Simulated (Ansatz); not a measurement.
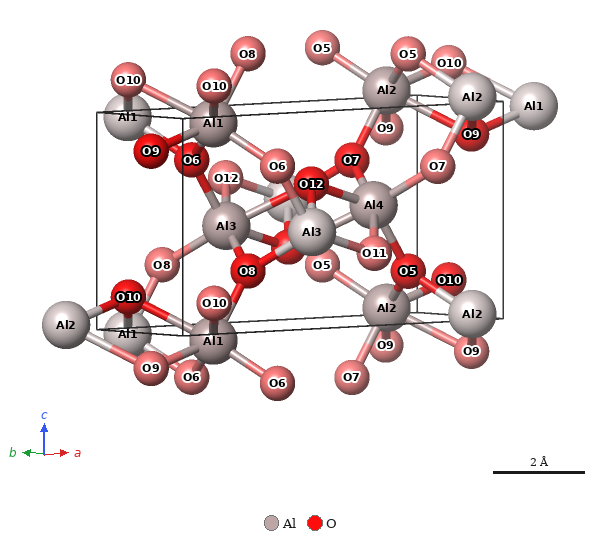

*The structure (ball-and-stick view of the cell of the calculation, seen at an oblique angle; neighbours outside the cell are drawn fainter; atoms are numbered from 1 in the order of the input). An atom can appear more than once, as a periodic image.*

## Phonon calculation of AlO2

System: AlO2 (Pnma, 12 atoms in the cell).
Method: DFT PBE, scalar-relativistic, plane waves, PAW, spin-polarised (Ansatz 0.2.0).

The structure derives from an entry of the Crystallography Open Database. It belongs to a series of runs on one base structure; here: zone-centre phonons and field response. Figures and captions count atoms from 1; the log counts them from 0 in places.

**Input**
```yaml
crystal:
  lattice:
    - [9.3491389121, 0.0, 0.0]
    - [0.0, 2.9167514203, 0.0]
    - [0.0, 0.0, 4.8209570721]
  atoms:
    - { symbol: Al, position: [0.1629171162, 0.25, 0.9583545952] }
    - { symbol: Al, position: [0.8370828838, 0.75, 0.0416454048] }
    - { symbol: Al, position: [0.3370828838, 0.75, 0.4583545952] }
    - { symbol: Al, position: [0.6629171162, 0.25, 0.5416454048] }
    - { symbol: O, position: [0.7709227415, 0.25, 0.2296435257] }
    - { symbol: O, position: [0.2290772585, 0.75, 0.7703564743] }
    - { symbol: O, position: [0.7290772585, 0.75, 0.7296435257] }
    - { symbol: O, position: [0.2709227415, 0.25, 0.2703564743] }
    - { symbol: O, position: [0.9686418536, 0.25, 0.8453221562], spin: 0.91 }
    - { symbol: O, position: [0.0313581464, 0.75, 0.1546778438], spin: 0.91 }
    - { symbol: O, position: [0.5313581464, 0.75, 0.3453221562], spin: 0.91 }
    - { symbol: O, position: [0.4686418536, 0.25, 0.6546778438], spin: 0.91 }
basis:
  ecutwfc: 420
kpoints:
  mp_grid: { grid: [4, 12, 8] }
hamiltonian:
  xc: pbe
scf:
  occupations: { method: gaussian, width: 0.01 }
output:
  eigenvalues: true
  populations: true
magnetization:
  spin_polarized: true
phonons:
  method: dfpt
```

Launch command:
```bash
ansatz run input.yaml --threads 4 --pin off --max-ram 12288MiB --backend cpu --events-out ev --progress --plain --runs-dir out
```

**Log**
```
zone centre: on kpoints.mp_grid the ground state, and the responses unless they are solved on pairs of k-points, stand on 126 of the mesh's 384 k-points, reduced under 2 symmetry operations, with k and −k counted as one. Each operation leaves every solved displacement unchanged or reverses it
Engine: ansatz 0.2.0, x86_64-unknown-linux-gnu
Pseudopotentials: kind: paw
Pseudopotential: Al, paw, valence charge 3, recommended cutoff 420 eV (normal), Al.paw.azcp
Pseudopotential: O, paw, valence charge 6, recommended cutoff 420 eV (normal), O.paw.azcp
Functional definition: PBE
  parameter kappa = 0.804
  parameter beta = 0.06672455060314922
  exchange = pbe_x(kappa = kappa, mu = beta*pi^2/3)
  correlation = pbe_c(beta = beta)
Crystal: 12 atoms, lattice volume = 131.463 Å³
Basis set: ecut = 420 eV, 2575 PW (Γ), exchange–correlation on 128×40×72 points (8 copies of the dense FFT grid, shifted against one another)
Bands: 44, of which v1, the nominal top of the filled ones, is band 30 counted from 1 (29 counted from 0)
Symmetry: 8 space group operations
Space group: Pnma (ITA 62), of the structure as read, at distance tolerance 5.1e-5 Å
Magnetic group: BNS 62.441 (UNI 539), of the structure as read, at distance tolerance 5.1e-5 Å
k-points: 105 of 384
Non-local potential: Al, projectors of the file, l = 0: 2, l = 1: 2, l = 2: 1
Non-local potential: O, projectors of the file, l = 0: 2, l = 1: 2, l = 2: 1
PAW form: soft (Blöchl's): semilocal exchange-correlation on the pseudo side does not see the compensation charge
PAW one-centre angular grid: Al, 110 points (default); XC on 64 Gauss nodes
PAW one-centre angular grid: O, 110 points (default); XC on 64 Gauss nodes
Initial density: superposition of atomic densities (chi_scale 0.1, normalization cell, long waves kept (reshape's long-wave potential 0.04 eV rms))
Starting moments: Σ|m| = 3.64 μB on 4 of 12 sites
Initial wavefunctions: pseudopotential atomic-orbital guess
Functional: x = pbe(κ = 0.804, μ = 0.2195149727645171), c = pbe(β = 0.06672455060314922)
SCF 1 converged in 11 iterations: F = -6695.276654 eV  dr2 = 1.73e-10
  greatest PAW one-centre occupation: 0.883 electrons in one spin orbital (limit 2), on the O atom at site 9 (counted from 0), in its partial waves of l = 0
a single point of the input's cell can leave the moments in the input for a lower state (scf.lower_state_search): this run first made a single point of its cell. This run's own SCFs start from the density of the state that the single point found, with the moments in the input. The single point stayed on the moments in the input.
k-points: 126 of 384 (irreducible under 2 space group operations, time reversal used)
Initial density: read from a saved state, or passed on in memory by an earlier SCF of this step, an earlier step, the calling program or the single point that the run made first
Starting moments: Σ|m| = 3.64 μB on 4 of 12 sites; this step starts from the density that it was given
iter 1 solved again at ethr=1.39e-7 eV; its pass at ethr=3.10e-3 eV (dr2=8.34e-5 eV) is discarded
SCF iter   1: F=—  HF=-6695.276653 eV  |F-HF|=—  |Δ(HF+E_count)|=         —  Δρ=3.66e-7 (↑3.66e-7 ↓3.14e-7)  dr2=3.47e-10  dr2_m=1.37e-11  M=4.000 μB ∫|m|=4.173 μB  β_m=0.30  ethr=1.39e-7  ⟨swp⟩=4.4  Hψ=87500  notcnv=0
eigensolver tolerance schedule: the retry pair's looser diagonalisation over-reported the residual by 240697.39 of it (diagonalisation noise at an unbounded share of the residual, at the tolerance the schedule requests for it); recorded, not acted on — ethr = c·dr2/N_el stays at c = 1.0e-1
preconditioner: auto → Resta (q_TF=auto, 2.394 Å⁻¹)  ε∞=3.4  [insulator: Δε(μ)=0.139 eV  Ē_g=16.074 eV  σ=0.010 eV  W_gap=1.00  n_scr=22 (ndim 8)  ℏωp=25.1 eV  f_vac=0.086  D(μ)=0.00/eV (n_scr^D=0)  ε∞_Penn≈3.4]
spin=Collinear: Resta preconditioning applied to the charge; magnetization (m = ρ↑ − ρ↓) channel mixes plain (no charge-response kernel on spin).
SCF iter   2: F=—  HF=-6695.276654 eV  |F-HF|=—  |Δ(HF+E_count)|=   6.51e-7  Δρ=1.53e-7 (↑1.47e-7 ↓1.53e-7)  dr2=6.26e-11  dr2_m=4.06e-12  M=4.000 μB ∫|m|=4.173 μB  β_m=0.32  ethr=1.00e-12  ⟨swp⟩=3.9  Hψ=27576  notcnv=0
SCF iter   3: F=—  HF=-6695.276654 eV  |F-HF|=—  |Δ(HF+E_count)|=  2.64e-11  Δρ=1.12e-7 (↑1.09e-7 ↓1.12e-7)  dr2=3.63e-11  dr2_m=2.35e-12  M=4.000 μB ∫|m|=4.173 μB  β_m=0.66  ethr=1.00e-12  ⟨swp⟩=1.0  Hψ=11088  notcnv=0
SCF iter   4: F=-6695.276654 eV  HF=-6695.276654 eV  |F-HF|=0.00e0  |Δ(HF+E_count)|=  4.27e-11  Δρ=1.91e-8 (↑1.91e-8 ↓1.77e-8)  dr2=7.75e-13  dr2_m=1.39e-14  M=4.000 μB ∫|m|=4.173 μB  ethr=1.00e-12  ⟨swp⟩=4.6  Hψ=45842  notcnv=0
SCF 2 converged in 4 iterations: F = -6695.276654 eV  dr2 = 7.75e-13
  greatest PAW one-centre occupation: 0.883 electrons in one spin orbital (limit 2), on the O atom at site 11 (counted from 0), in its partial waves of l = 0
DFPT response loops at Γ: preconditioner auto → Resta (q_TF=auto, 2.394 Å⁻¹)  ε∞=20.8 (no band partly filled); β = 1.00, the filter's whole step (`scf.mixing.beta` (0.30) is not read by the response loops at its default; to damp them type it under 1.00, their step now; it binds the ground state too); Broyden in place of MSR1
SCF converged after 4 iterations
Magnetization: 4.0000 μB (32.0000 up, 28.0000 down)
Absolute magnetization: 4.1738 μB (∫|ρ↑−ρ↓|, with the PAW one-centre terms)
Spin contamination: 0.0157 ħ² per cell (⟨S²⟩ above its minimum at these occupations)
Per-site moments (μB) at R_I (Å): [(-0.003946625571047143, 0.7473055015234042), (-0.00394662557104714, 0.7473055015234039), (-0.003946625571047118, 0.7473055015234042), (-0.003946625571047151, 0.747305501523404), (0.05784159687746709, 0.747305501523404), (0.05784159687746698, 0.7473055015234042), (0.0578415968774671, 0.7473055015234039), (0.0578415968774671, 0.7473055015234042), (0.8273030462214468, 0.7822191885588202), (0.8273030462214468, 0.7822191885588202), (0.8273030462214468, 0.78221918855882), (0.8273030462214469, 0.7822191885588202)]
Free energy (F): -6695.276654 eV
Harris-Foulkes:  -6695.276654 eV  (|F-HF|=0.00e0)
Internal energy: -6695.276654 eV  (E = F + TS)
E sigma→0 (E₀):  -6695.276654 eV
Fermi energy:    4.405301 eV
--- Per-component energies (eV) ---
  E_band       = -152.417190
  E_kinetic    = 1506.674777
  E_local      = -3296.672906  (includes V_loc(G=0)·N_el)
  E_nonlocal   = 423.951064
  E_hartree    = 1193.412012
  E_xc         = -751.473387
  E_vxc        = -871.934155  (∫ρ·V_xc dr)
  E_paw        = -3134.732949  (= ΣΔE_a)
  E_vpaw       = -301.279502  (= ΣTr[D̂ρ^β])
  E_aug_tail   = 0.019498  (compensation charges beyond the density's cutoff)
  E_ewald      = -2636.454764
  E_smearing   = -0.000000  (= −TS)
  E_closure    = -0.000000  (closes the sum)
  Σ components = -6695.276654   (vs F -6695.276654, Δ=0.00e0)
--- Band table (eV; the first three rows and the last of 252) ---
  k-point 0 ↑: bands = ["-15.5894", "-15.3664", "-13.7937", "-13.3076", "-12.8515", "-12.5743", "-12.5437", "-12.3983", "-2.8064", "-1.4908", "-0.7784", "-0.4628", "-0.1695", "0.2329", "0.3666", "0.5177", "1.0960", "1.1168", "1.8064", "1.8131", "1.9461", "1.9774", "2.0631", "2.4940", "2.6316", "2.6766", "3.0206", "3.0691", "3.1456", "3.2283", "3.8187", "4.0908", "9.8161", "11.6777", "13.0169", "13.1027", "14.0828", "14.3893", "14.4937", "14.9141", "14.9361", "16.2791", "16.9366", "17.2833"]
  k-point 1 ↑: bands = ["-15.5751", "-15.3684", "-13.7565", "-13.2923", "-12.8764", "-12.6355", "-12.5459", "-12.4038", "-2.7391", "-1.3884", "-0.9213", "-0.3825", "-0.1710", "0.3548", "0.3768", "0.5165", "0.8997", "1.2617", "1.7280", "1.8422", "1.9686", "1.9925", "2.0781", "2.4743", "2.6405", "2.6952", "2.8902", "3.0698", "3.1449", "3.2167", "3.7486", "3.9826", "10.0162", "11.8261", "13.0152", "13.1368", "14.1101", "14.1327", "14.8284", "14.8640", "14.9861", "16.2163", "16.8540", "17.3472"]
  k-point 2 ↑: bands = ["-15.5364", "-15.3771", "-13.6485", "-13.2478", "-12.9496", "-12.7849", "-12.5482", "-12.4312", "-2.5502", "-1.2182", "-1.1031", "-0.2423", "-0.1221", "0.4033", "0.5109", "0.5899", "0.6375", "1.4228", "1.5720", "1.9258", "1.9713", "2.0372", "2.1205", "2.4183", "2.5391", "2.5401", "2.8192", "3.0731", "3.1568", "3.1859", "3.5967", "3.7121", "10.5425", "12.2198", "12.9239", "13.2261", "14.0207", "14.1382", "14.7557", "14.7566", "15.5746", "16.0478", "16.7712", "17.5260"]
  k-point 125 ↓: bands = ["-12.6942", "-12.6942", "-12.6942", "-12.6942", "-12.1175", "-12.1175", "-12.1175", "-12.1175", "-1.5659", "-1.5659", "-1.5659", "-1.5659", "-0.0929", "-0.0929", "-0.0929", "-0.0929", "1.1648", "1.1648", "1.1648", "1.1648", "2.2662", "2.2662", "2.2662", "2.2662", "3.4096", "3.4096", "3.4096", "3.4096", "5.1889", "5.1889", "5.1889", "5.1889", "13.7674", "13.7674", "13.7674", "13.7674", "14.7432", "14.7432", "14.7432", "14.7432", "16.9353", "16.9353", "16.9353", "16.9353"]
--- Phonons (Γ-DFPT): 9 representative perturbations + reference, on 126 of 384 k-points (Σ response iterations 31) ---
  k mesh reduced under 2 symmetry operations, with k and −k counted as one. Each operation leaves every solved displacement unchanged or reverses it
  ASR residual: 4.593e-4 → 0.000e0 eV/Å²; symmetrization residual: 3.462e-6 eV/Å²
  ASR residual per site (eV/Å²): 4.59e-4 4.59e-4 4.59e-4 4.59e-4 4.18e-5 4.18e-5 4.18e-5 4.18e-5 7.38e-5 7.38e-5 7.38e-5 7.38e-5
  Γ frequencies (cm⁻¹): 0.00 0.00 0.00 54.98 96.20 120.77 146.15 168.37 176.34 214.37 221.49 250.43 254.37 287.25 352.10 356.92 360.85 388.23 398.50 401.37 428.36 445.05 477.42 499.98 522.92 556.69 566.45 589.04 599.96 600.59 621.78 625.15 706.08 714.20 761.89 813.77
  non-analytic LO–TO correction: not included (Born effective charges unavailable; polar crystals: no LO–TO splitting at Γ)
--- Löwdin populations: 12 sites ---
  site symbol       q [e]    m [muB]
     0     Al      1.6751    -0.0362
     1     Al      1.6751    -0.0362
     2     Al      1.6751    -0.0362
     3     Al      1.6751    -0.0362
     4      O      6.8204     0.0683
     5      O      6.8204     0.0683
     6      O      6.8204     0.0683
     7      O      6.8204     0.0683
     8      O      6.4001     0.9722
     9      O      6.4001     0.9722
    10      O      6.4001     0.9722
    11      O      6.4001     0.9722
  spilling = 0.006960 (of n_electrons = 60.000000)
```

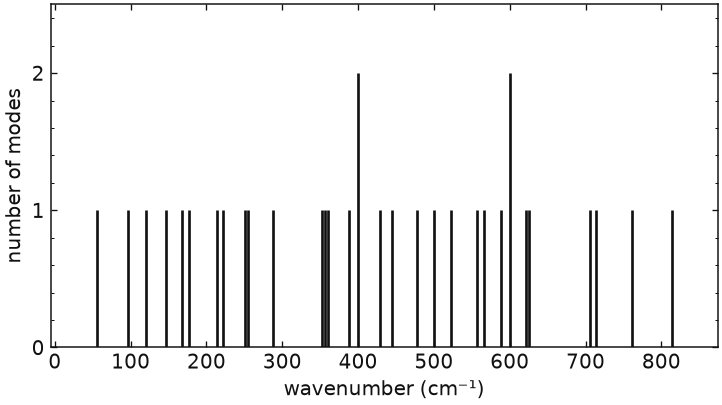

*Optical phonons at the zone centre (no LO–TO term); neighbouring modes closer than 3 cm⁻¹ are counted in one stick.*

33 modes from 55 to 814 cm⁻¹, none imaginary.

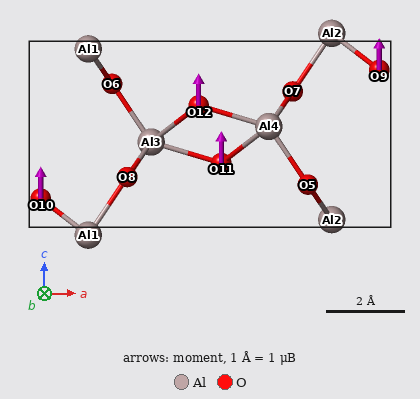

*Magnetic moments of the sites as pink arrows (ball-and-stick view of the cell of the calculation, along the b axis; atoms are numbered from 1 in the order of the input); small moments hardly show. The run is collinear, so the axis drawn is arbitrary.*

Site moments: O9, O10, O11, O12 (0.83 μB); O5, O6, O7, O8 (0.06 μB). They are counted near the atoms and needn't add up to the moment of the cell.

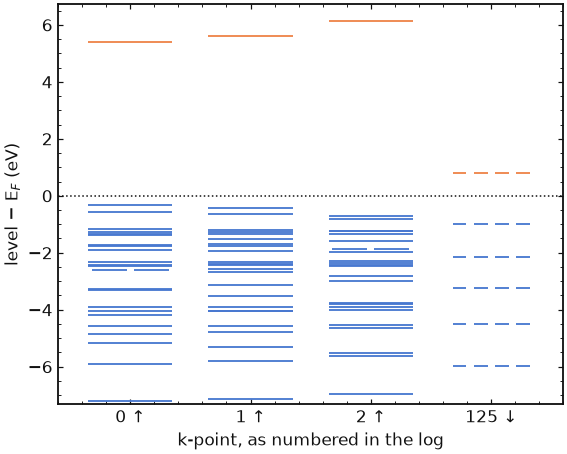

*Kohn–Sham levels near the Fermi level (dotted) at the few k-points that the log prints; levels within 0.02 eV of each other stand side by side.*

Among these points the highest filled and lowest empty levels are 1.10 eV apart; the gap on the full mesh, 0.14 eV, has an edge at a point that isn't printed.

**Results in brief**

| quantity | value |
| --- | --- |
| outcome | converged |
| space group (tolerance 0.01 Å) | Pnma (62) |
| electrons treated | 60 |
| free energy | −6695.2767 eV |
| Fermi energy | 4.405 eV |
| gap on the k-point mesh | 0.14 eV |
| net moment of the cell | 4.00 μB |
| integrated absolute moment | 4.17 μB |
| hardware | 4 threads of Intel Xeon (Granite Rapids), 32 GiB of memory available, shared host |
| wall time | 2.8 min (CPU time 11 min) |
| peak memory | 3.3 GiB |
